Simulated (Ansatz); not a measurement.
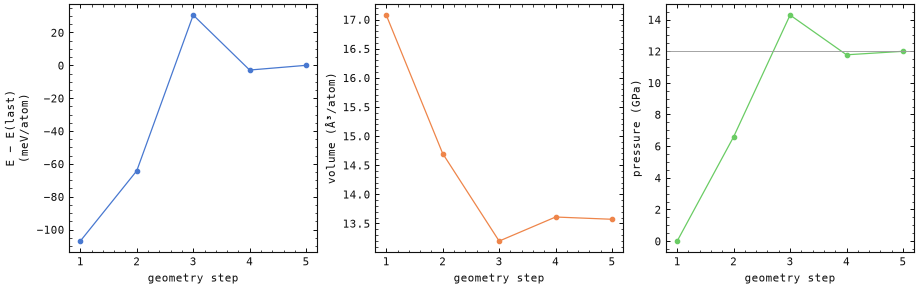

History of a geometry optimisation. LiCl (Fm-3m, 2 atoms in the cell); DFT PBE, scalar-relativistic, plane waves, PAW (Ansatz 0.2.0); cutoff 420 eV, 8×8×8 k-mesh, fixed occupations. Atoms and cell relax. A closing SCF on a freshly chosen basis isn't drawn.

The optimisation met its thresholds at geometry 5, counting the start as the first. The energy of the last step lies about 110 meV/atom above the first, with a rise at steps 2, 3 and 5. The target is 12 GPa, so the enthalpy and not the energy is minimised. All forces vanish by symmetry, so only the cell moves. The volume shrinks from 17.1 to 13.6 Å³ per atom (−21 %), overshooting to 13.2 at step 3, as the pressure goes from 0.0025 GPa to about 12 GPa.
